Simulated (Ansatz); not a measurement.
## NiSb in space group P6_3/mmc: the states at the Fermi level

```
Ni Sb
1.0
     3.92800    0.00000    0.00000
    -1.96400    3.40175    0.00000
     0.00000    0.00000    5.12000
Ni Sb
2 2
Direct
  0.00000 0.00000 0.00000
  0.00000 0.00000 0.50000
  0.33333 0.66667 0.25000
  0.66667 0.33333 0.75000
```

These are results of DFT PBE, scalar-relativistic, plane waves, PAW; levels and slopes on a dense k mesh at the converged density (Ansatz 0.2.0), not measurements. Started with collinear moments, which vanished: the result is non-magnetic and both spins have the same bands. k mesh for the levels: 30×30×20. Unrelaxed database geometry (residual pressure 4 GPa).

Part 1: The sheets

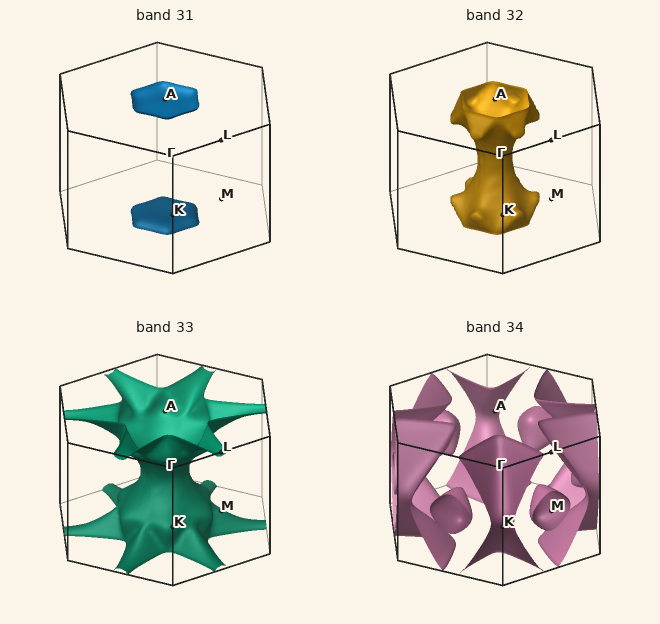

Computed Fermi surface of this crystal. Each panel holds one band. The brighter face of a sheet looks towards empty states.

> Summarise the topology of this Fermi surface.

Four bands cross the Fermi level; this is a three-dimensional metal.

Band 31: one hole pocket centred at A (0.86 % of the zone).
Band 32: one open hole tube parallel to Γ–A.
Band 33: an open hole network that joins neighbouring zones in all directions (18 % of the zone).
Band 34: three electron pockets centred at M (each 1.1 % of the zone) and two open electron tubes parallel to Γ–A.
A pocket cut by a face of the zone is counted once with the part on the opposite face.

Part 2: Weight on the atoms

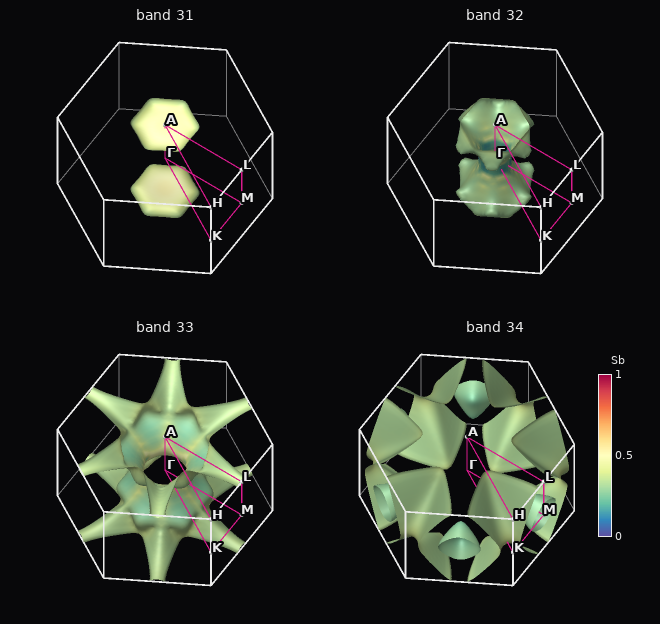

Fermi surface of this crystal, coloured by the weight of the states on Sb (Voronoi cells).

> On which elements do the states at the Fermi level lie?

Band 31: Ni (62 %) and Sb (38 %). Band 32: Ni (69 %) and Sb (31 %). Band 33: Ni (67 %) and Sb (33 %). Band 34: Ni (69 %) and Sb (31 %).

Part 3: Speeds

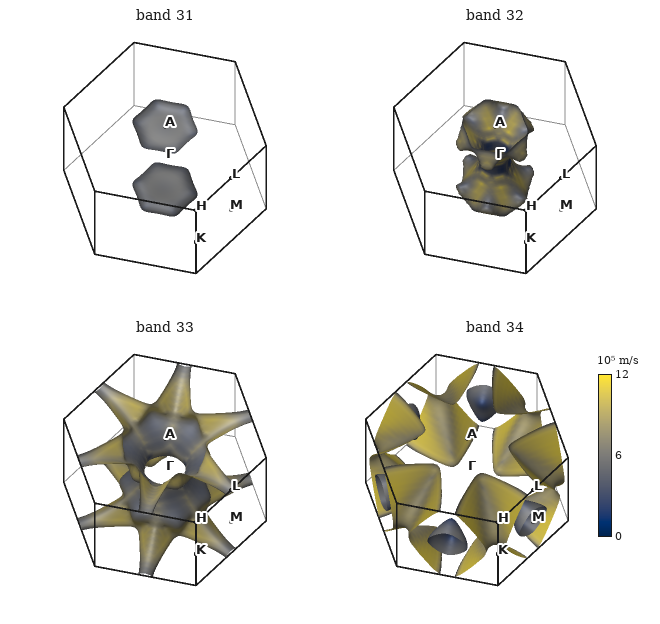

Fermi surface of this crystal, coloured by the Fermi speed.

> Give the range and mean of the Fermi speed for each band.

Band 31: 4.9 to 6.0 × 10⁵ m/s over most of the sheet. Band 32: 4.5 to 9.9 × 10⁵ m/s over most of the sheet, 6.6 × 10⁵ m/s on average over states. Band 33: 4.5 to 9.6 × 10⁵ m/s over most of the sheet, 6.8 × 10⁵ m/s on average over states. Band 34: 3.6 to 11 × 10⁵ m/s over most of the sheet, 7.2 × 10⁵ m/s on average over states.

> Which of these bands adds most to the density of states at the Fermi level?

Band 34, with 0.89 of 1.8 states/eV per cell.

Part 4: Cuts and bands

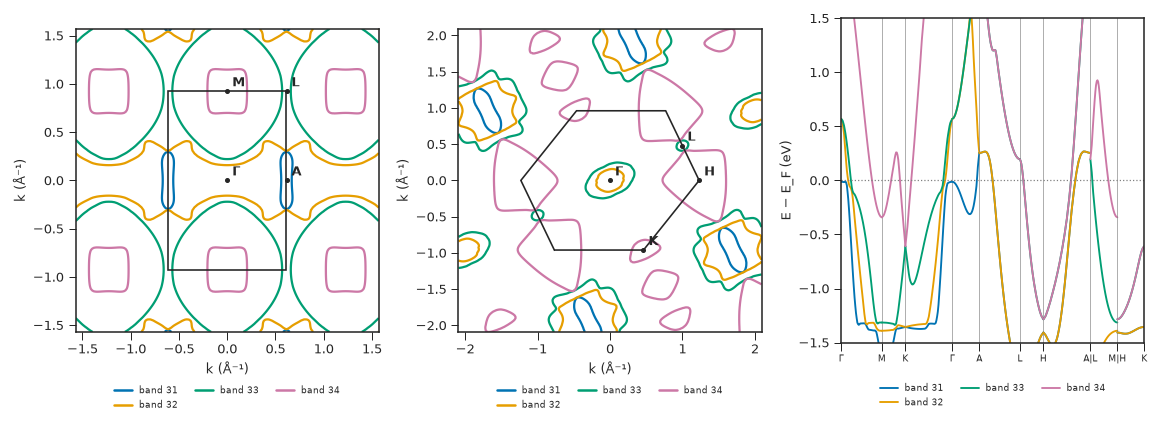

This crystal: cuts through the Fermi surface in the plane through Γ, A and M and the plane through Γ, H and L, and the bands that cross the Fermi level.

> Give each band's level at the labelled points, in eV from the Fermi level.

| band | Γ | A | K | H | M | L |
| --- | --- | --- | --- | --- | --- | --- |
| band 31 | −0.01 | +0.25 | −1.35 | −1.41 | below | below |
| band 32 | +0.57 | +0.25 | −1.35 | −1.41 | −1.39 | below |
| band 33 | +0.57 | above | −0.61 | −1.28 | −1.31 | +0.20 |
| band 34 | above | above | −0.61 | −1.28 | −0.34 | +0.20 |

Negative values are filled states; "above" and "below" lie outside the plotted window.

Spin-orbit coupling is left out; with Sb it can split, shift or remove sheets. Necks and pockets thinner than about two mesh steps aren't resolved, so separate pockets may in truth be joined.

Cost: 5.4 min on 1 thread of Arm Neoverse V1, with other jobs on the host, peak memory 2.2 GiB.
